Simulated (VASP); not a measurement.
KI: band-structure calculation

System: KI (4 atoms in the cell).
Method: DFT, PBE, plane waves, PAW (VASP 6.6.1).

The structure was built on a prototype by a generator. The geometry comes from this level: r2SCAN (a point of a series of strains). It belongs to a series of runs on one base structure; here: epitaxial_xy strain +2.5%.

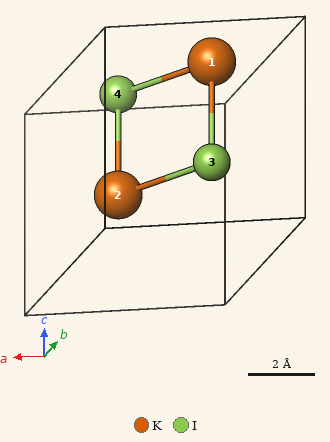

Figure 1. The structure as given in the input (ball-and-stick view of the cell of the calculation, seen at an oblique angle; atoms are numbered from 1 in the order of the input). An atom can appear more than once, as a periodic image. Near neighbours in the periodic cell (some may lie outside the picture): K has 5 I at 3.50 to 3.57 Å; I has 5 K at 3.50 to 3.57 Å.

INCAR:
```
ENCUT = 520.000000
SIGMA = 0.020000
EDIFF = 1.00e-07
GGA = PE
PREC = Accurate
IBRION = -1
ISIF = 2
ISMEAR = -1
NBANDS = 24
NELM = 120
NSW = 0
LASPH = .TRUE.
LCHARG = .FALSE.
LWAVE = .FALSE.
LREAL = .FALSE.
```

KPOINTS:
```
KPOINTS created by Atomic Simulation Environment
0
Gamma
6 6 4
0 0 0
```

KPOINTS_OPT:
```
special points
6
Reciprocal
0.0000000000 0.0000000000 0.0000000000 1
0.5000000000 0.0000000000 0.0000000000 1
0.3333333333 0.3333333333 0.0000000000 1
0.0000000000 0.0000000000 0.5000000000 1
0.5000000000 0.0000000000 0.5000000000 1
0.3333333333 0.3333333333 0.5000000000 1
```

POSCAR:
```
K  I
 1.0000000000000000
     6.1904370583982606    0.0000000000000000    0.0000000000000000
    -3.0952185291991303    5.3610757531015061    0.0000000000000000
     0.0000000000000000    0.0000000000000000    7.0026488884000004
 K   I
   2   2
Cartesian
 -0.0000000000000002  3.5740505020676707 -0.4376655555250000
  3.0952185291991299  1.7870252510338354  3.0636588886750000
 -0.0000000000000002  3.5740505020676707  3.0636588886750000
  3.0952185291991299  1.7870252510338354  6.5649833328750002
```

Run on 1 CPU thread, shared host.

Launch command:
```bash
mpirun -np 1 vasp_std
```

OSZICAR:
```
N       E                     dE             d eps       ncg     rms          rms(c)
DAV:   1     0.216718744575E+03    0.21672E+03   -0.12623E+04  1008   0.106E+03
DAV:   2     0.953768924094E+01   -0.20718E+03   -0.19803E+03  1208   0.260E+02
DAV:   3    -0.105694046281E+02   -0.20107E+02   -0.20040E+02  1672   0.696E+01
DAV:   4    -0.112406801510E+02   -0.67128E+00   -0.66988E+00  1504   0.138E+01
DAV:   5    -0.112729156989E+02   -0.32236E-01   -0.32234E-01  1552   0.188E+00    0.395E+00
DAV:   6    -0.109769339637E+02    0.29598E+00   -0.35709E-01  1408   0.253E+00    0.284E+00
DAV:   7    -0.109327125928E+02    0.44221E-01   -0.44258E-01  1304   0.241E+00    0.124E+00
DAV:   8    -0.109574050537E+02   -0.24692E-01   -0.55934E-02  1288   0.108E+00    0.222E-01
DAV:   9    -0.109586021798E+02   -0.11971E-02   -0.28810E-03  1336   0.202E-01    0.133E-01
DAV:  10    -0.109625438095E+02   -0.39416E-02   -0.27391E-03  1024   0.234E-01    0.632E-02
DAV:  11    -0.109628176953E+02   -0.27389E-03   -0.19798E-04  1408   0.710E-02    0.248E-02
DAV:  12    -0.109628885868E+02   -0.70891E-04   -0.93375E-05  1288   0.616E-02    0.362E-02
DAV:  13    -0.109628871173E+02    0.14695E-05   -0.76401E-06  1336   0.164E-02    0.161E-02
DAV:  14    -0.109628900629E+02   -0.29456E-05   -0.50278E-06  1352   0.126E-02    0.216E-03
DAV:  15    -0.109628905537E+02   -0.49080E-06   -0.30731E-07  1312   0.294E-03    0.317E-03
DAV:  16    -0.109628907446E+02   -0.19091E-06   -0.15361E-07  1072   0.181E-03    0.622E-04
DAV:  17    -0.109628907132E+02    0.31344E-07   -0.66747E-09  1008   0.579E-04
   1 F= -.10962891E+02 E0= -.10962891E+02  d E =-.134612E-10
       N       E                     dE             ncg
DAV:   1     0.853306196367E+03   -0.39232E+04      288
DAV:   2    -0.366726963245E+03   -0.12200E+04      344
DAV:   3    -0.484231193084E+03   -0.11750E+03      480
DAV:   4    -0.488573381190E+03   -0.43422E+01      440
DAV:   5    -0.488756250649E+03   -0.18287E+00      440
DAV:   6    -0.488758260733E+03   -0.20101E-02      408
DAV:   7    -0.488758327072E+03   -0.66338E-04      456
DAV:   8    -0.488758329358E+03   -0.22860E-05      464
DAV:   9    -0.488758329431E+03   -0.73661E-07      344
```

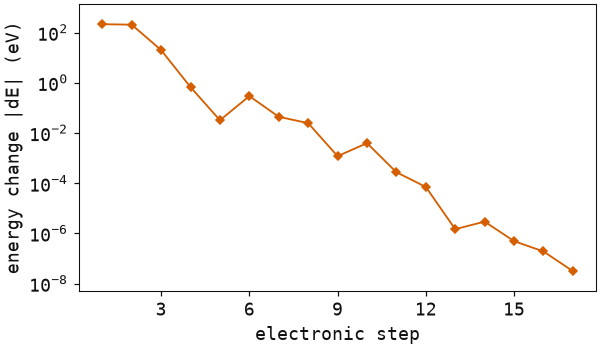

Figure 2. Convergence of the self-consistent field: energy change |dE| against the electronic step. It takes 17 electronic steps. The density is held fixed in the first few steps, and dE rises again when its update begins.

Parts of OUTCAR:
```
k-points           NKPTS =     21   k-points in BZ     NKDIM =     21   number of bands    NBANDS=     24

   NELECT =      32.0000    total number of electrons

   dimension x,y,z NGX =    48 NGY =   48 NGZ =   54
   dimension x,y,z NGXF=    96 NGYF=   96 NGZF=  108

  energy-cutoff  :      520.00
  volume of cell :      232.40
      direct lattice vectors                 reciprocal lattice vectors
     6.190437058  0.000000000  0.000000000     0.161539483  0.093264864  0.000000000
    -3.095218529  5.361075753  0.000000000     0.000000000  0.186529728  0.000000000
     0.000000000  0.000000000  7.002648888     0.000000000  0.000000000  0.142803104

 k-points in reciprocal lattice and weights: KPOINTS created by Atomic Simulation Env
   0.00000000  0.00000000  0.00000000       0.007
   0.16666667  0.00000000  0.00000000       0.042
   0.33333333  0.00000000  0.00000000       0.042
   0.50000000 -0.00000000  0.00000000       0.021
   0.16666667  0.16666667  0.00000000       0.042
   0.33333333  0.16666667  0.00000000       0.083
   0.33333333  0.33333333  0.00000000       0.014
   0.00000000  0.00000000  0.25000000       0.014
   0.16666667  0.00000000  0.25000000       0.083
   0.33333333  0.00000000  0.25000000       0.083
   0.50000000 -0.00000000  0.25000000       0.042
   0.16666667  0.16666667  0.25000000       0.083
   0.33333333  0.16666667  0.25000000       0.167
   0.33333333  0.33333333  0.25000000       0.028
   0.00000000  0.00000000  0.50000000       0.007
   0.16666667  0.00000000  0.50000000       0.042
   0.33333333  0.00000000  0.50000000       0.042
   0.50000000 -0.00000000  0.50000000       0.021
   0.16666667  0.16666667  0.50000000       0.042
   0.33333333  0.16666667  0.50000000       0.083
   0.33333333  0.33333333  0.50000000       0.014

 E-fermi :  -1.2467

 k-point     1 :       0.0000    0.0000    0.0000
  band No.  band energies     occupation
      1     -30.3546      2.00000
      2     -30.3526      2.00000
      3     -13.8593      2.00000
      4     -13.8593      2.00000
      5     -13.8588      2.00000
      6     -13.8458      2.00000
      7     -13.8458      2.00000
      8     -13.8274      2.00000
      9     -11.9981      2.00000
     10     -11.8892      2.00000
     11      -2.4025      2.00000
     12      -2.1562      2.00000
     13      -2.1562      2.00000
     14      -1.8912      2.00000
     15      -1.8912      2.00000
     16      -1.6541      2.00000
     17       2.0866      0.00000
     18       4.0841      0.00000
     19       4.6680      0.00000
     20       4.6680      0.00000
     21       5.2772      0.00000
     22       5.2772      0.00000
     23       5.4529      0.00000
     24       6.3644      0.00000

 k-point     2 :       0.1667    0.0000    0.0000
  band No.  band energies     occupation
      1     -30.3544      2.00000
      2     -30.3527      2.00000
      3     -13.8655      2.00000
      4     -13.8602      2.00000
      5     -13.8569      2.00000
      6     -13.8534      2.00000
      7     -13.8456      2.00000
      8     -13.8291      2.00000
      9     -11.9799      2.00000
     10     -11.8840      2.00000
     11      -2.3627      2.00000
     12      -2.2033      2.00000
     13      -2.1765      2.00000
     14      -1.9579      2.00000
     15      -1.8596      2.00000
     16      -1.7049      2.00000
     17       2.4086      0.00000
     18       4.3166      0.00000
     19       4.5159      0.00000
     20       4.6059      0.00000
     21       4.7268      0.00000
     22       5.3502      0.00000
     23       5.6829      0.00000
     24       5.8156      0.00000

 k-point     3 :       0.3333    0.0000    0.0000
  band No.  band energies     occupation
      1     -30.3541      2.00000
      2     -30.3530      2.00000
      3     -13.8777      2.00000
      4     -13.8685      2.00000
      5     -13.8619      2.00000
      6     -13.8519      2.00000
      7     -13.8454      2.00000
      8     -13.8338      2.00000
      9     -11.9400      2.00000
     10     -11.8775      2.00000
     11      -2.3083      2.00000
     12      -2.2575      2.00000
     13      -2.2076      2.00000
     14      -2.0557      2.00000
     15      -1.8317      2.00000
     16      -1.8056      2.00000
     17       3.1659      0.00000
     18       4.0506      0.00000
     19       4.2912      0.00000
     20       4.3534      0.00000
     21       4.8278      0.00000
     22       5.5065      0.00000
     23       5.5786      0.00000
     24       5.9321      0.00000

 k-point     4 :       0.5000   -0.0000    0.0000
  band No.  band energies     occupation
      1     -30.3538      2.00000
      2     -30.3532      2.00000
      3     -13.8837      2.00000
      4     -13.8759      2.00000
      5     -13.8627      2.00000
      6     -13.8480      2.00000
      7     -13.8454      2.00000
      8     -13.8375      2.00000
      9     -11.9152      2.00000
     10     -11.8793      2.00000
     11      -2.3636      2.00000
     12      -2.2203      2.00000
     13      -2.1694      2.00000
     14      -2.0919      2.00000
     15      -1.9303      2.00000
     16      -1.7814      2.00000
     17       3.6699      0.00000
     18       3.8369      0.00000
     19       4.2010      0.00000
     20       4.2159      0.00000
     21       4.7881      0.00000
     22       5.5903      0.00000
     23       5.7928      0.00000
     24       6.1572      0.00000

 k-point     5 :       0.1667    0.1667    0.0000
  band No.  band energies     occupation
      1     -30.3542      2.00000
      2     -30.3529      2.00000
      3     -13.8741      2.00000
      4     -13.8655      2.00000
      5     -13.8612      2.00000
      6     -13.8534      2.00000
      7     -13.8456      2.00000
      8     -13.8324      2.00000
      9     -11.9506      2.00000
     10     -11.8784      2.00000
     11      -2.2890      2.00000
     12      -2.2484      2.00000
     13      -2.2356      2.00000
     14      -2.0279      2.00000
     15      -1.8243      2.00000
     16      -1.7947      2.00000
     17       2.9530      0.00000
     18       4.1410      0.00000
     19       4.2181      0.00000
     20       4.6631      0.00000
     21       4.7274      0.00000
     22       5.5622      0.00000
     23       5.5943      0.00000
     24       5.6986      0.00000

 [... the levels of 15 k-points are left out ...]

 k-point    21 :       0.3333    0.3333    0.5000
  band No.  band energies     occupation
      1     -30.3535      2.00000
      2     -30.3535      2.00000
      3     -13.9203      2.00000
      4     -13.9203      2.00000
      5     -13.8554      2.00000
      6     -13.8554      2.00000
      7     -13.8321      2.00000
      8     -13.8321      2.00000
      9     -11.8338      2.00000
     10     -11.8338      2.00000
     11      -2.5966      2.00000
     12      -2.5966      2.00000
     13      -2.1037      2.00000
     14      -2.1037      2.00000
     15      -1.8368      2.00000
     16      -1.8368      2.00000
     17       4.0050      0.00000
     18       4.0050      0.00000
     19       4.7518      0.00000
     20       4.7518      0.00000
     21       5.6437      0.00000
     22       5.6437      0.00000
     23       5.6956      0.00000
     24       5.6956      0.00000

  Total       -0.3397252     -0.3397252      0.4310612     -0.0000000     -0.0000000      0.0000000
  in kB       -2.3420855     -2.3420855      2.9717610     -0.0000000     -0.0000000      0.0000000
  external PRESSURE =      -0.5708033 kB  Pullay stress =       0.0000000 kB

 POSITION                                       TOTAL-FORCE (eV/Angst)
 -----------------------------------------------------------------------------------
      0.00000      3.57405      6.56498        -0.000000      0.000000      0.000000
      3.09522      1.78703      3.06366         0.000000      0.000000     -0.000000
      0.00000      3.57405      3.06366         0.000000     -0.000000      0.000000
      3.09522      1.78703      6.56498        -0.000000      0.000000      0.000000
 -----------------------------------------------------------------------------------
    total drift:                               -0.000000     -0.000000      0.000025

  FREE ENERGIE OF THE ION-ELECTRON SYSTEM (eV)
  ---------------------------------------------------
  free  energy   TOTEN  =       -10.9628907132 eV

  energy  without entropy=      -10.9628907132  energy(sigma->0) =      -10.96289071
```

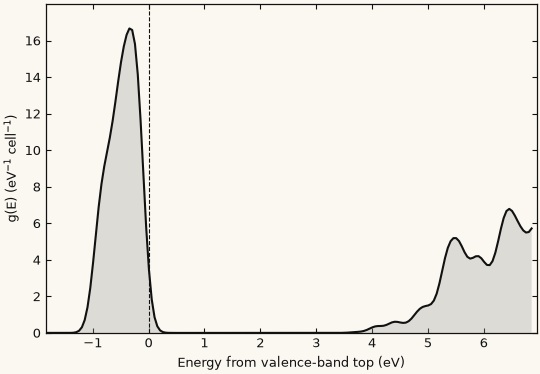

Figure 3. Density of states (the curve is built from the levels of the k mesh with Gaussians 0.3 eV wide, which also blur the band edges), with energies from the valence-band top. There is a gap of 3.74 eV on the k-point mesh. Small ripples come from the finite k-point mesh.

Key numbers:

```tsv
quantity	value
outcome	converged
space group (tolerance 0.01 Å)	P6₃/mmc (194)
electrons treated	32
free energy	−10.9629 eV
Fermi energy	−1.247 eV
band gap	3.74 eV
pressure	−0.06 GPa
largest force (length of the vector)	under 0.001 eV/Å
wall time	2.2 min
peak memory	0.46 GiB
```

Remarks:

Spin-orbit coupling is left out, which matters for I.
